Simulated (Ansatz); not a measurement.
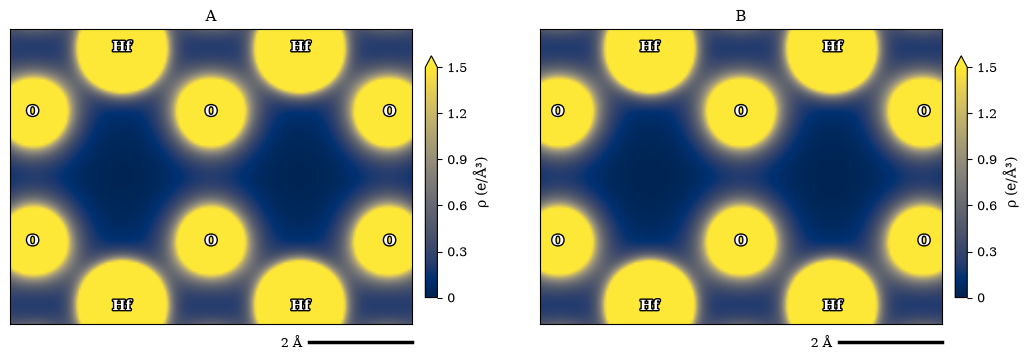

HfO$_{2}$. The valence pseudo-density of two cells that differ in size and shape, on the (11̄0) plane of each (indices in the axes of the calculation cell), at one length scale and on one colour scale: B has 10.7 Å³ an atom and A 10.2.

All numbers below come from DFT PBEsol, scalar-relativistic, plane waves, PAW in Ansatz 0.2.0.

The density is the valence pseudo-density of a PAW calculation; it isn't the true density close to the nuclei.

What changes from the larger cell to the smaller?

From the larger cell to the smaller, Hf–O goes from 2.18 to 2.15 Å, and the density at its midpoint from 0.59 to 0.65 e/Å³; the pressure goes from 0.2 to 15 GPa; the Kohn–Sham gap goes from 3.3 eV to 3.5 eV.
